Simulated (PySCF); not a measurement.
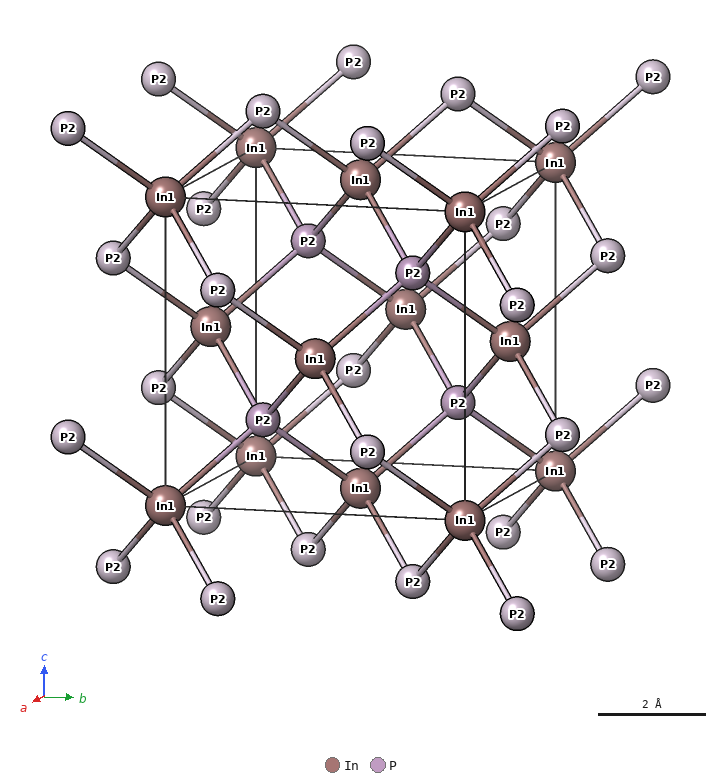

The input geometry (ball-and-stick view of the cell 4 times as large as that of the calculation, set on its symmetry axes, seen slightly off an axis; neighbours outside the cell are drawn fainter; atoms are numbered from 1 in the order of the input). An atom can appear more than once, as a periodic image. Near neighbours in the periodic cell (some may lie outside the picture): In has 4 P at 2.55 Å; P has 4 In at 2.55 Å.

# Run report: InP, single-point calculation

System: InP (F-43m, 2 atoms in the cell).
Method: Kohn-Sham DFT of a periodic cell in Gaussian orbitals, PBEsol, DZVP-MOLOPT-SR/GTH-PBE, no spin polarisation (PySCF 2.14.0).

The structure derives from an entry of the Crystallography Open Database. Its volume is 1.02 times that of the source entry. It belongs to a series of runs on one base structure; here: volume scaled by 1.02.

## The input
```python
import json
import numpy as np
from pyscf.pbc import gto, scf, dft, df
from pyscf.pbc.tools import pyscf_ase
from ase.spacegroup import crystal

atoms = crystal(['In', 'P'], [[0.0, 0.0, 0.0], [0.25, 0.25, 0.25]],
                spacegroup=216, setting=1, cellpar=[5.8998157, 5.8998157, 5.8998157, 90.0, 90.0, 90.0], primitive_cell=True)  # F-43m: In 4a, P 4c
cell = pyscf_ase.cell_from_ase(atoms)
cell.basis = {'In': 'DZVP-MOLOPT-SR-GTH-q13', 'P': 'DZVP-MOLOPT-SR-GTH-q5'}
cell.pseudo = {'In': 'GTH-PBE-q13', 'P': 'GTH-PBE-q5'}
cell.ke_cutoff = 93  # hartree
cell.exp_to_discard = 0.02
cell.precision = 1e-08
cell.max_memory = 5880  # MB
cell.verbose = 4
cell.build()

res = {}
kpts = cell.make_kpts([3, 3, 3])
mf = dft.KRKS(cell, kpts, xc='pbesol')
mf = mf.multigrid_numint()
mf = mf.smearing(sigma=0.00183747, method='fermi')  # hartree
mf.conv_tol = 1e-07
mf.max_cycle = 60

atoms.calc = pyscf_ase.PySCF(method=mf)
print('ASE energy = %.8f eV' % atoms.get_potential_energy())
mf = atoms.calc.method_scan
res.update(converged=bool(mf.converged), e_tot=mf.e_tot, nelec=cell.nelectron, nao=cell.nao, mesh=list(map(int, cell.mesh)), a=cell.lattice_vectors().tolist(), coords=cell.atom_coords().tolist(),
           mo_energy=[np.real(x).tolist() for x in mf.mo_energy], mo_occ=[np.real(x).tolist() for x in mf.mo_occ])
res.update(e_free=mf.e_free, e_zero=mf.e_zero)
res.update(kpts=cell.get_scaled_kpts(kpts).tolist())
res['parts'] = {k: float(np.real(v)) for k, v in mf.scf_summary.items() if np.isscalar(v)}
json.dump(res, open('results.json', 'w'))
if not mf.converged:
    raise SystemExit('SCF not converged')

print('levels (eV)')
for i, kp in enumerate(res['kpts'][:40]):
    print('k %7.4f %7.4f %7.4f  ' % tuple(kp), ' '.join('%.3f' % (x * 27.211386) for x in res['mo_energy'][i][:14]))

# Mulliken populations
dm, s = np.asarray(mf.make_rdm1()), np.asarray(mf.get_ovlp())
sites = cell.aoslice_by_atom()[:, 2:]
tot = np.einsum('kij,kji->i', dm, s).real / len(kpts)
res['mulliken'] = [cell.atom_charge(i) - tot[a0:a1].sum() for i, (a0, a1) in enumerate(sites)]
print('Mulliken charges', np.round(res['mulliken'], 5))
res['done'] = True
json.dump(res, open('results.json', 'w'))
```

Hardware: 4 threads of Intel Xeon @ 2.50GHz (Skylake/Cascade Lake), 189 GiB of memory available, shared host.

Run as:
```bash
OMP_NUM_THREADS=4 python -u run.py > log
```

## What the program printed
```
Discarded 0 diffused primitive functions, 0 contracted functions

PySCF version 2.14.0

[INPUT] verbose = 4
[INPUT] num. atoms = 2
[INPUT] num. electrons = 18
[INPUT] charge = 0
[INPUT] spin (= nelec alpha-beta = 2S) = 0
[INPUT] symmetry False subgroup None
[INPUT] Mole.unit = angstrom
[INPUT] Symbol           X                Y                Z      unit          X                Y                Z       unit  Magmom
[INPUT]  1 In     0.000000000000   0.000000000000   0.000000000000 AA    0.000000000000   0.000000000000   0.000000000000 Bohr   0.0
[INPUT]  2 P      1.474953925000   1.474953925000   1.474953925000 AA    2.787258964602   2.787258964602   2.787258964602 Bohr   0.0

nuclear repulsion = -44.5650606519583
number of shells = 7
number of NR pGTOs = 132
number of NR cGTOs = 38
basis = {'In': 'DZVP-MOLOPT-SR-GTH-q13', 'P': 'DZVP-MOLOPT-SR-GTH-q5'}
ecp = {}
lattice vectors  a1 [0.000000000, 5.574517929, 5.574517929]
                 a2 [5.574517929, 0.000000000, 5.574517929]
                 a3 [5.574517929, 5.574517929, 0.000000000]
dimension = 3
low_dim_ft_type = None
Cell volume = 346.459
exp_to_discard = 0.02
rcut = 33.531417647125146 (nimgs = [6 6 6])
precision = 1e-08
pseudo = {'In': 'GTH-PBE-q13', 'P': 'GTH-PBE-q5'}
ke_cutoff = 93
    = [37 37 37] mesh (50653 PWs)
Create scanner for <class 'pyscf.pbc.scf.smearing.SmearingKRKS'>
Set new lattice vectors
[[0.         2.94990785 2.94990785]
 [2.94990785 0.         2.94990785]
 [2.94990785 2.94990785 0.        ]]
New geometry
   1 In     0.000000000000   0.000000000000   0.000000000000 AA    0.000000000000   0.000000000000   0.000000000000 Bohr
   2 P      1.474953925000   1.474953925000   1.474953925000 AA    2.787258964602   2.787258964602   2.787258964602 Bohr
Discarded 0 diffused primitive functions, 0 contracted functions

******** <class 'pyscf.scf.hf.SmearingKRKS_Scanner'> ********
method = SmearingKRKS_Scanner
initial guess = minao
damping factor = 0
level_shift factor = 0
DIIS = <class 'pyscf.scf.diis.CDIIS'>
diis_start_cycle = 1
diis_space = 8
diis_damp = 0
SCF conv_tol = 1e-07
SCF conv_tol_grad = None
SCF max_cycles = 60
direct_scf = True
direct_scf_tol = 1e-13

******** PBC SCF flags ********
N kpts = 27
Exchange divergence treatment (exxdiv) = ewald
    madelung (= occupied orbital energy shift) = 0.13707798391241544
    Total energy shift due to Ewald probe charge = -1/2 * Nelec*madelung = -1.23370185521
Smearing method = fermi
DF object = <pyscf.pbc.df.fft.FFTDF object>
XC functionals = pbesol
small_rho_cutoff = 0
Uniform grid, mesh = [37 37 37]
Set gradient conv threshold to 0.000316228
nelec by numeric integration = 17.99999886789539
init E= -62.7877551905772
    sigma = 0.00183747  Optimized mu = 0.266219775993  entropy = 0.0054447686632
nelec by numeric integration = 17.999999999996348
    Total E(T) = -62.7915498326854  Free energy = -62.7915598372845  E0 = -62.7915548349849
cycle= 1 E= -62.7915498326854  delta_E= -0.00379  |g|= 0.548  |ddm|= 12.5
    sigma = 0.00183747  Optimized mu = 0.266858202243  entropy = 0.0607143646442
nelec by numeric integration = 17.99999999999794
    Total E(T) = -62.7905940706969  Free energy = -62.7907056315205  E0 = -62.7906498511087
cycle= 2 E= -62.7905940706969  delta_E= 0.000956  |g|= 0.625  |ddm|= 2.97
    sigma = 0.00183747  Optimized mu = 0.262150428372  entropy = 0.0138337935414
nelec by numeric integration = 17.99999999999734
    Total E(T) = -62.7967191968077  Free energy = -62.7967446159883  E0 = -62.796731906398
cycle= 3 E= -62.7967191968077  delta_E= -0.00613  |g|= 0.0879  |ddm|= 1.72
    sigma = 0.00183747  Optimized mu = 0.264284913278  entropy = 0.0179381120248
nelec by numeric integration = 17.99999999999729
    Total E(T) = -62.7968460471825  Free energy = -62.7968790079252  E0 = -62.7968625275538
cycle= 4 E= -62.7968460471825  delta_E= -0.000127  |g|= 0.00166  |ddm|= 0.215
    sigma = 0.00183747  Optimized mu = 0.264256539246  entropy = 0.0177686318277
nelec by numeric integration = 17.999999999997286
    Total E(T) = -62.7968464177699  Free energy = -62.7968790670978  E0 = -62.7968627424339
cycle= 5 E= -62.7968464177699  delta_E= -3.71e-07  |g|= 0.00012  |ddm|= 0.00632
    sigma = 0.00183747  Optimized mu = 0.264260576699  entropy = 0.0177738652655
nelec by numeric integration = 17.999999999997286
    Total E(T) = -62.7968464084077  Free energy = -62.7968790673519  E0 = -62.7968627378798
cycle= 6 E= -62.7968464084077  delta_E= 9.36e-09  |g|= 1.64e-06  |ddm|= 0.000267
    sigma = 0.00183747  Optimized mu = 0.264260538332  entropy = 0.0177736021457
```

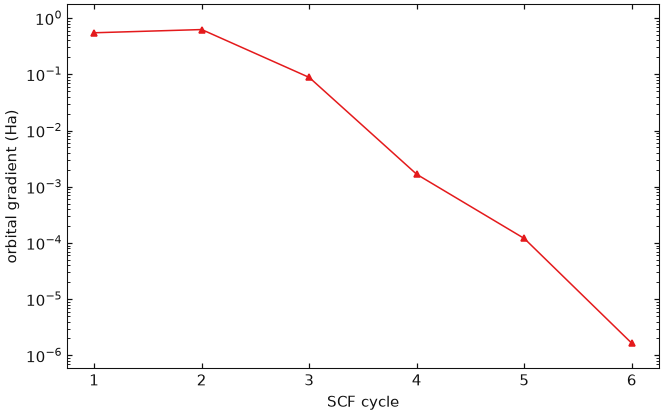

Convergence of the self-consistent field: orbital gradient against the SCF cycle. The residual falls almost steadily, with no more than small rises.

```
nelec by numeric integration = 17.99999999999729
    Total E(T) = -62.7968464088911  Free energy = -62.7968790673519  E0 = -62.7968627381215
Extra cycle  E= -62.7968464088911  delta_E= -4.83e-10  |g|= 2.01e-06  |ddm|= 1.07e-05
converged SCF energy = -62.7968464088911
ASE energy = -1708.78922847 eV
levels (eV)
k  0.0000  0.0000  0.0000   -7.299 -7.299 -7.299 -7.154 -7.154 -4.508 6.947 6.947 6.947 7.380 10.896 10.896 10.896 17.324
k -0.0000 -0.0000  0.3333   -7.380 -7.268 -7.268 -7.147 -7.147 -3.420 2.299 6.149 6.149 8.371 11.757 11.757 13.141 16.876
k -0.0000 -0.0000  0.6667   -7.380 -7.268 -7.268 -7.147 -7.147 -3.420 2.299 6.149 6.149 8.371 11.757 11.757 13.141 16.876
k  0.0000  0.3333 -0.0000   -7.380 -7.268 -7.268 -7.147 -7.147 -3.420 2.299 6.149 6.149 8.371 11.757 11.757 13.141 16.876
k -0.0000  0.3333  0.3333   -7.432 -7.225 -7.225 -7.189 -7.128 -3.047 2.401 5.012 5.012 8.819 9.693 14.540 14.540 14.941
k -0.0000  0.3333  0.6667   -7.428 -7.241 -7.223 -7.167 -7.141 -2.315 1.374 3.501 5.245 9.406 11.982 13.819 13.987 15.234
k  0.0000  0.6667 -0.0000   -7.380 -7.268 -7.268 -7.147 -7.147 -3.420 2.299 6.149 6.149 8.371 11.757 11.757 13.141 16.876
k  0.0000  0.6667  0.3333   -7.428 -7.241 -7.223 -7.167 -7.141 -2.315 1.374 3.501 5.245 9.406 11.982 13.819 13.987 15.234
k -0.0000  0.6667  0.6667   -7.432 -7.225 -7.225 -7.189 -7.128 -3.047 2.401 5.012 5.012 8.819 9.693 14.540 14.540 14.941
k  0.3333  0.0000  0.0000   -7.380 -7.268 -7.268 -7.147 -7.147 -3.420 2.299 6.149 6.149 8.371 11.757 11.757 13.141 16.876
k  0.3333 -0.0000  0.3333   -7.432 -7.225 -7.225 -7.189 -7.128 -3.047 2.401 5.012 5.012 8.819 9.693 14.540 14.540 14.941
k  0.3333 -0.0000  0.6667   -7.428 -7.241 -7.223 -7.167 -7.141 -2.315 1.374 3.501 5.245 9.406 11.982 13.819 13.987 15.234
k  0.3333  0.3333 -0.0000   -7.432 -7.225 -7.225 -7.189 -7.128 -3.047 2.401 5.012 5.012 8.819 9.693 14.540 14.540 14.941
k  0.3333  0.3333  0.3333   -7.380 -7.268 -7.268 -7.147 -7.147 -3.420 2.299 6.149 6.149 8.371 11.757 11.757 13.141 16.876
k  0.3333  0.3333  0.6667   -7.428 -7.241 -7.223 -7.167 -7.141 -2.315 1.374 3.501 5.245 9.406 11.982 13.819 13.987 15.234
k  0.3333  0.6667 -0.0000   -7.428 -7.241 -7.223 -7.167 -7.141 -2.315 1.374 3.501 5.245 9.406 11.982 13.819 13.987 15.234
k  0.3333  0.6667  0.3333   -7.428 -7.241 -7.223 -7.167 -7.141 -2.315 1.374 3.501 5.245 9.406 11.982 13.819 13.987 15.234
k  0.3333  0.6667  0.6667   -7.428 -7.241 -7.223 -7.167 -7.141 -2.315 1.374 3.501 5.245 9.406 11.982 13.819 13.987 15.234
k  0.6667  0.0000  0.0000   -7.380 -7.268 -7.268 -7.147 -7.147 -3.420 2.299 6.149 6.149 8.371 11.757 11.757 13.141 16.876
k  0.6667  0.0000  0.3333   -7.428 -7.241 -7.223 -7.167 -7.141 -2.315 1.374 3.501 5.245 9.406 11.982 13.819 13.987 15.234
k  0.6667 -0.0000  0.6667   -7.432 -7.225 -7.225 -7.189 -7.128 -3.047 2.401 5.012 5.012 8.819 9.693 14.540 14.540 14.941
k  0.6667  0.3333  0.0000   -7.428 -7.241 -7.223 -7.167 -7.141 -2.315 1.374 3.501 5.245 9.406 11.982 13.819 13.987 15.234
k  0.6667  0.3333  0.3333   -7.428 -7.241 -7.223 -7.167 -7.141 -2.315 1.374 3.501 5.245 9.406 11.982 13.819 13.987 15.234
k  0.6667  0.3333  0.6667   -7.428 -7.241 -7.223 -7.167 -7.141 -2.315 1.374 3.501 5.245 9.406 11.982 13.819 13.987 15.234
k  0.6667  0.6667 -0.0000   -7.432 -7.225 -7.225 -7.189 -7.128 -3.047 2.401 5.012 5.012 8.819 9.693 14.540 14.540 14.941
k  0.6667  0.6667  0.3333   -7.428 -7.241 -7.223 -7.167 -7.141 -2.315 1.374 3.501 5.245 9.406 11.982 13.819 13.987 15.234
k  0.6667  0.6667  0.6667   -7.380 -7.268 -7.268 -7.147 -7.147 -3.420 2.299 6.149 6.149 8.371 11.757 11.757 13.141 16.876
Mulliken charges [ 0.24856 -0.24856]
```

## Summary

```csv
quantity,value
outcome,converged
space group (tolerance 0.01 Å),F-43m (216)
electrons treated,18
free energy,−1708.7901 eV
total energy,−1708.7892 eV
Fermi energy,7.191 eV
gap on the k-point mesh,0.43 eV
wall time,6.3 min (CPU time 24 min)
peak memory,0.66 GiB
```
